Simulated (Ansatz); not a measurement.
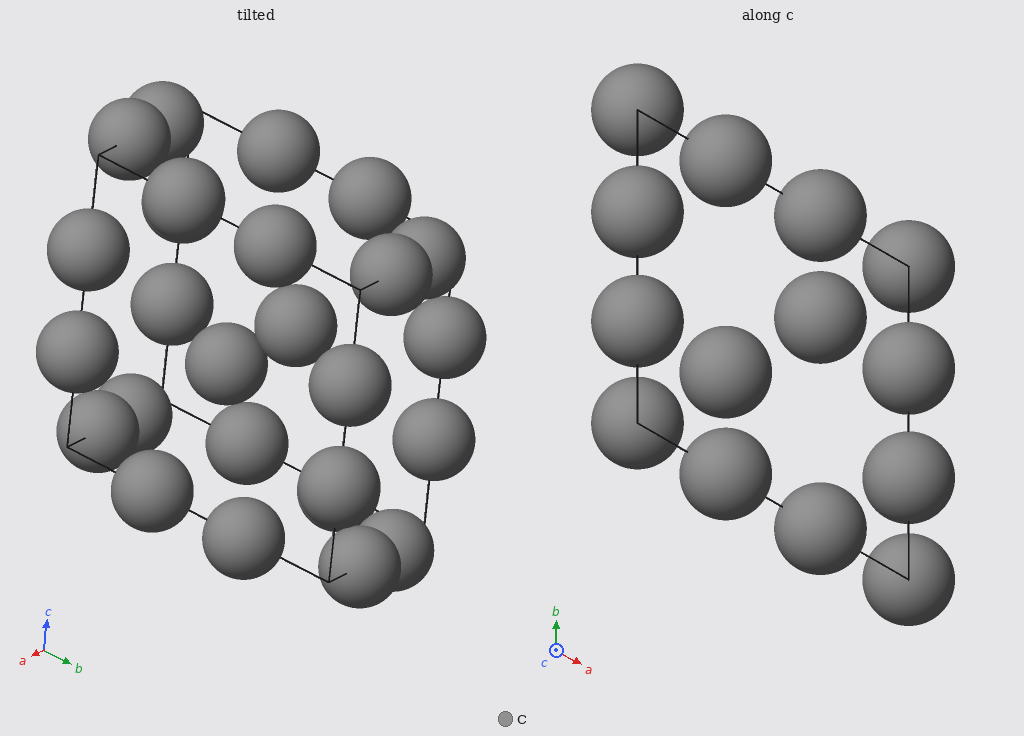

Spheres-only drawing of the structure, looking slightly off an axis and along the c axis. The box is the simulation cell; atoms on or close to its faces, edges and corners are drawn wherever they repeat.

The calculation's input:
```yaml
crystal:
  lattice:
    - [-2.3926722501, 2.3926722501, 2.3926722501]
    - [2.3926722501, -2.3926722501, 2.3926722501]
    - [2.3926722501, 2.3926722501, -2.3926722501]
  atoms:
    - { symbol: C, position: [0.3254551632, 0.0, 0.0] }
    - { symbol: C, position: [0.6745448368, 0.6745448368, 0.6745448368] }
    - { symbol: C, position: [0.0, 0.3254551632, 0.0] }
    - { symbol: C, position: [0.0, 0.0, 0.3254551632] }
    - { symbol: C, position: [0.0, 0.6745448368, 0.0] }
    - { symbol: C, position: [0.3254551632, 0.3254551632, 0.3254551632] }
    - { symbol: C, position: [0.6745448368, 0.0, 0.0] }
    - { symbol: C, position: [0.0, 0.0, 0.6745448368] }
basis:
  ecutwfc: 500
kpoints:
  mp_grid: { grid: [8, 8, 8] }
hamiltonian:
  xc: r2scan
scf:
  occupations: { method: gaussian, width: 0.05 }
output:
  forces: true
  stress: true
  eigenvalues: true
```
Run as:
```sh
ansatz run input.yaml --threads 2 --pin off --max-ram 5120MiB --backend cpu --events-out ev --progress --plain --runs-dir out
```

Theory: Ansatz 0.2.0, DFT r2SCAN, scalar-relativistic, plane waves, PAW. Numerical settings: plane-wave cutoff 500 eV, Brillouin-zone sampling on an 8×8×8 mesh, Gaussian smearing of 0.05 eV, no spin polarisation.

Q: Is it conducting or gapped at this level?

A: An insulator at this level, with a gap of 3.29 eV on the k-mesh (the true edges may lie between mesh points, so the gap can be somewhat smaller).

Q: Would the cell expand or shrink if it could?

A: The computed pressure is 16.2 GPa (compressed: it would expand).

The initial geometry was a structure listed in the Materials Project. The cell was then strained or its atoms displaced on purpose. A calculation with Ansatz used it as input.

At this level of theory the cell isn't at rest (compressed, at 16 GPa), so its distances can differ from those at equilibrium, the more so the softer the solid.
